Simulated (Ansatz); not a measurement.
A series of calculations on ZrSi₂

Part 1: Relaxation

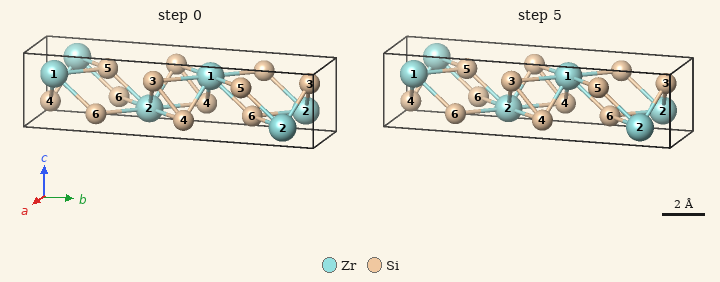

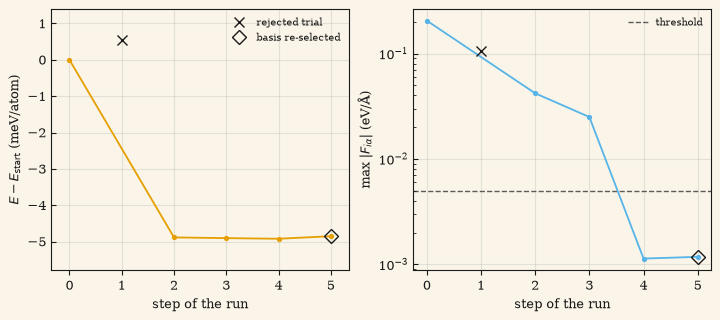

First and last geometry of a relaxation of crystalline ZrSi$_{2}$ (set up in Cmcm), with the history of the run. The picture is a ball-and-stick view of the conventional cell (2 times the calculation's cell), seen slightly off an axis. Lengths and directions refer to the drawn axes.

Level of theory: Ansatz, DFT PBEsol, scalar-relativistic, plane waves, PAW.

The input:
```yaml
crystal:
  lattice:
    - [1.853, -7.3675, 0.0]
    - [1.853, 7.3675, 0.0]
    - [0.0, 0.0, 3.672]
  atoms:
    - { symbol: Zr, position: [0.8946, 0.1054, 0.75] }
    - { symbol: Zr, position: [0.1054, 0.8946, 0.25] }
    - { symbol: Si, position: [0.5522, 0.4478, 0.75] }
    - { symbol: Si, position: [0.4478, 0.5522, 0.25] }
    - { symbol: Si, position: [0.2496, 0.7504, 0.75] }
    - { symbol: Si, position: [0.7504, 0.2496, 0.25] }
basis:
  ecutwfc: 420
kpoints:
  mp_grid: { grid: [10, 10, 10] }
hamiltonian:
  xc: pbesol
scf:
  occupations: { method: gaussian, width: 0.1 }
output:
  forces: true
  stress: true
  eigenvalues: true
relax:
  adjacent_minimum: "off"
  f_tol: 0.005
  max_steps: 80
  cell: { stress_tol: 0.05 }
```

Command:
```bash
ansatz run input.yaml --threads 1 --pin off --max-ram 2560MiB --backend cpu --events-out ev --progress --plain --runs-dir out
```

Read the history and describe the run.

It converged. The largest moves relative to the cell, 0.026 Å, are those of Si3 and Si4. Si3 goes along −b. By element the largest moves are Si 0.026 Å, Zr 0.010 Å. Cell: a 3.706 → 3.674 Å (−0.9 %), b 14.735 → 14.566 Å (−1.1 %), c 3.672 → 3.657 Å (−0.4 %). Volume −2.4 %. Among the contacts that change: Zr1–Si4 2.724 → 2.695 Å, Zr1–Si5 2.828 → 2.800 Å, Zr1–Si3 2.971 → 2.952 Å, Si3–Si4 2.395 → 2.411 Å. The space group stays Cmcm (No. 63). The energy falls by 4.9 meV per atom in 3 accepted moves (5 points after the start). The largest force component goes from 0.21 to 0.0012 eV/Å. Pressure: −2.88 GPa at the start and −0.01 GPa at the end. The line search rejected the trial step at point 1 of the run. The SCF was repeated once at an unchanged geometry on a basis and grid sized afresh for the cell, which shifted the energy by 0.1 meV per atom at most.

Part 2: A change

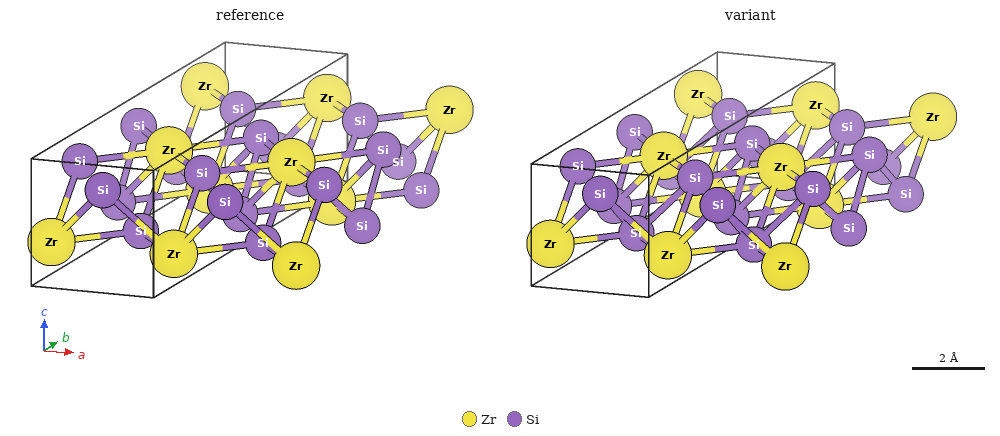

Left: solid ZrSi₂ (set up in Cmcm). Right: the same structure after one change, at the same scale. The picture is a ball-and-stick view of the cell of the calculation, repeated 2 × 1 × 1 with one cell outlined, seen slightly off an axis.

Level of theory: DFT PBEsol, scalar-relativistic, plane waves, PAW (Ansatz). Set-up: plane-wave cutoff 420 eV; k-point mesh 10 × 4 × 10; occupations gaussian; smearing width 0.1 eV; no spin polarisation.

Which change leads from the left to the right?

Answer. Equal strain along all axes, −4.0 %, is applied. The cell is then held and the atoms relaxed.

What does the change do?

Answer. Energy change: +115 meV per atom. The pressure goes from 0.0 to 21.8 GPa. The principal stresses (compression positive) are 24.3 GPa along c, 23.0 GPa along a, 17.9 GPa along b. The drawn cell changes as follows: a 3.674 → 3.527 Å (−4.0 %), b 14.566 → 13.983 Å (−4.0 %), c 3.657 → 3.510 Å (−4.0 %); the volume changes by −11.5 %. The largest moves relative to the cell, 0.026 Å, are those of Si atoms. By element the largest moves are Si 0.026 Å, Zr 0.015 Å. Some distances before and after: Si–Zr 2.695 → 2.577 Å, Si–Zr 2.952 → 2.843 Å, Si–Si 2.592 → 2.488 Å, Si–Zr 2.800 → 2.699 Å. The space group stays Cmcm (No. 63).

Part 3: Series

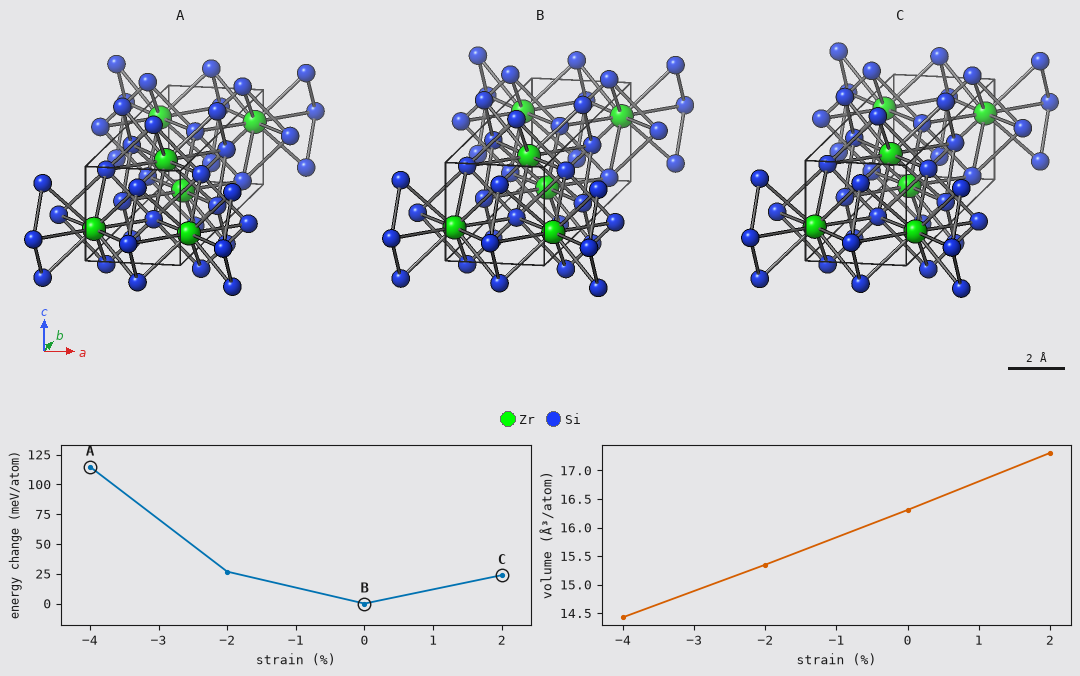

Members of a series of calculations on solid ZrSi$_{2}$ (set up in Cmcm), marked on the first curve. The picture is a ball-and-stick view of the cell of the calculation, seen slightly off an axis.

These are results of DFT PBEsol, scalar-relativistic, plane waves, PAW (Ansatz), not measurements. (plane-wave cutoff 420 eV; k-point mesh 10 × 4 × 10; occupations gaussian; smearing width 0.1 eV; no spin polarisation)

> Which kind of strain is it, and how does the structure respond?

Equal strain along all axes, cell held, atoms relaxed. A (strain −4.0 %): energy change 115 meV/atom, volume 14.43 Å³ per atom. B (strain 0.0 %): energy change 0.0 meV/atom, volume 16.31 Å³ per atom. C (strain 2.0 %): energy change 23.8 meV/atom, volume 17.31 Å³ per atom. The rest compares A with C. The volume changes by +19.9 %, with a 3.527 → 3.748 Å (+6.2 %), b 13.983 → 14.857 Å (+6.2 %), c 3.510 → 3.730 Å (+6.2 %). Some distances before and after: Si–Zr 2.577 → 2.755 Å, Si–Zr 2.843 → 3.008 Å, Si–Si 2.488 → 2.644 Å.

Part 4: Scan

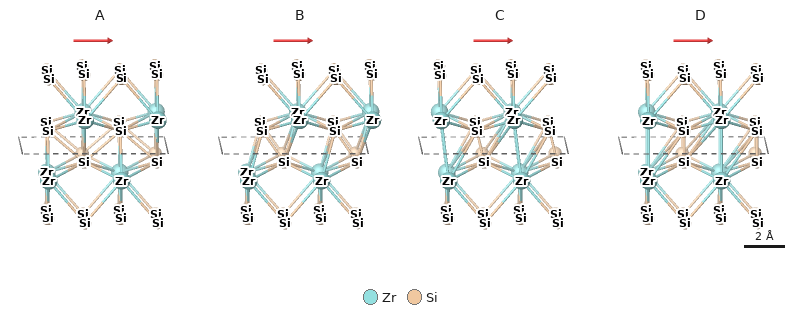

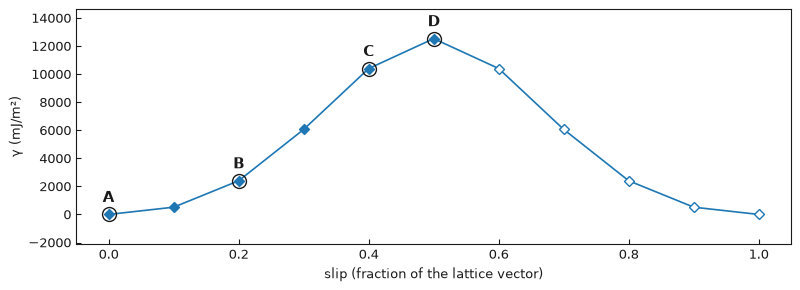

Energy scan for solid ZrSi$_{2}$ (Cmcm), in which the crystal above a cut along the (0 −1 0) plane of the conventional cell (between a plane of Si below and one of Si above, 1.57 Å apart) is slid rigidly by fractions of an in-plane lattice vector 3.66 Å long (a generalised stacking fault). One cut stands in each cell, which starts 14.6 Å high; nothing is relaxed, and the dashed outline marks the cut, the arrow on top the direction of slip. The lettered frames are marked on the plot. Hollow markers are points alike by symmetry, not computed again. A ball-and-stick model of the layers on both sides of the cut, seen from the side, nearly along the cut plane.

All numbers below come from DFT PBEsol, scalar-relativistic, plane waves, PAW in Ansatz. Settings: plane-wave cutoff 420 eV; k-point mesh 13 × 13 × 4; occupations gaussian; smearing width 0.15 eV; no spin polarisation. Energies (free energies at the smearing named) are counted from the relaxed crystal.

Q: Read off the main features of the energy profile.

A: The curve starts and ends at zero, since a full lattice vector restores the crystal. Its highest computed point is 12530 mJ/m² at slip 0.50, which the unstable stacking-fault energy of this rigid path equals or slightly exceeds. No local minimum shows among the points, so there is no metastable fault on this line. The path is symmetric about half-way. Relaxation across the fault would lower the values.

Part 5: Scan

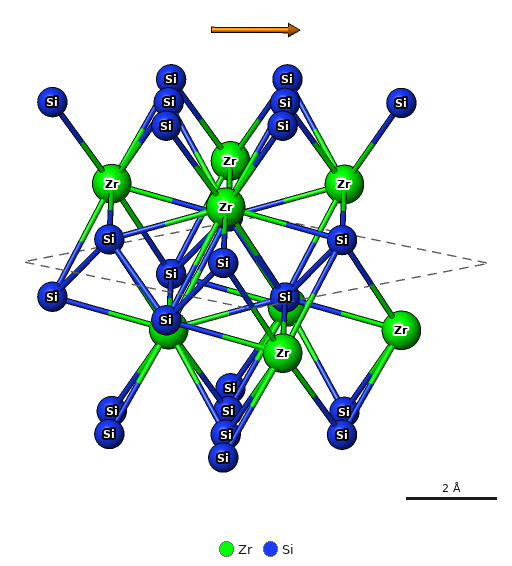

Energy scan for solid ZrSi2 (Cmcm), in which the crystal above a cut along the (0 −1 0) plane of the conventional cell (between a plane of Si below and one of Si above, 1.57 Å apart) is slid rigidly by fractions of an in-plane lattice vector 5.18 Å long (a generalised stacking fault). One cut stands in each cell, which starts 14.6 Å high; nothing is relaxed, and the dashed outline marks the cut, the arrow on top the direction of slip. The picture shows the perfect crystal around the cut (dashed). Style: ball-and-stick. Shown: the layers on both sides of the cut, from the side, nearly along the cut plane.

The calculation used DFT PBEsol, scalar-relativistic, plane waves, PAW in Ansatz. Settings: plane-wave cutoff 420 eV; k-point mesh 13 × 13 × 4; occupations gaussian; smearing width 0.15 eV; no spin polarisation. Energies (free energies at the smearing named) are counted from the relaxed crystal.

The input:
```yaml
crystal:
  lattice:
    - [-3.6742585517, 0.0, 0.0]
    - [0.0, 0.0, -3.6567655751]
    - [0.0, -14.565890029, 0.0]
  atoms:
    - { symbol: Zr, position: [0.0, 0.25, 0.8952826024] }
    - { symbol: Zr, position: [0.5, 0.25, 0.3952826024] }
    - { symbol: Zr, position: [0.0, 0.75, 0.1047173976] }
    - { symbol: Zr, position: [0.5, 0.75, 0.6047173976] }
    - { symbol: Si, position: [0.0, 0.25, 0.5539585034] }
    - { symbol: Si, position: [0.5, 0.25, 0.0539585034] }
    - { symbol: Si, position: [0.0, 0.75, 0.4460414966] }
    - { symbol: Si, position: [0.5, 0.75, 0.9460414966] }
    - { symbol: Si, position: [0.0, 0.25, 0.2502317899] }
    - { symbol: Si, position: [0.5, 0.25, 0.7502317899] }
    - { symbol: Si, position: [0.0, 0.75, 0.7497682101] }
    - { symbol: Si, position: [0.5, 0.75, 0.2497682101] }
basis:
  ecutwfc: 420
kpoints:
  mp_grid: { grid: [13, 13, 4] }
hamiltonian:
  xc: pbesol
scf:
  occupations: { method: gaussian, width: 0.15 }
output:
  forces: true
  stress: true
  eigenvalues: true
```

Run as
```bash
ansatz run input.yaml --threads 2 --pin off --max-ram 5120MiB --backend cpu --events-out ev --progress --plain --runs-dir out
```

**Give the energy at each point (the slip: 0.000, 0.167, 0.333, 0.500, 1.000).**

```
slip (fraction of the lattice vector)  γ (mJ/m²)
                                0.000          0
                                0.167       1777
                                0.333       1774
                                0.500         11
                                1.000          0
```

Points that are alike by symmetry were computed once.

The curve starts and ends at zero, since a full lattice vector restores the crystal. Its highest computed point is 1777 mJ/m² at slip 0.167. The points are too sparse to place its extrema closely. Relaxation across the fault would lower the values.

As a plot (hollow markers are points alike by symmetry):

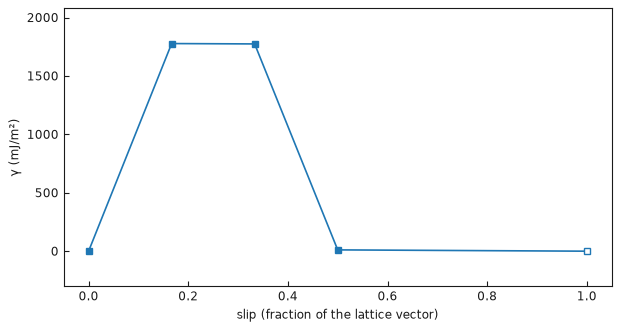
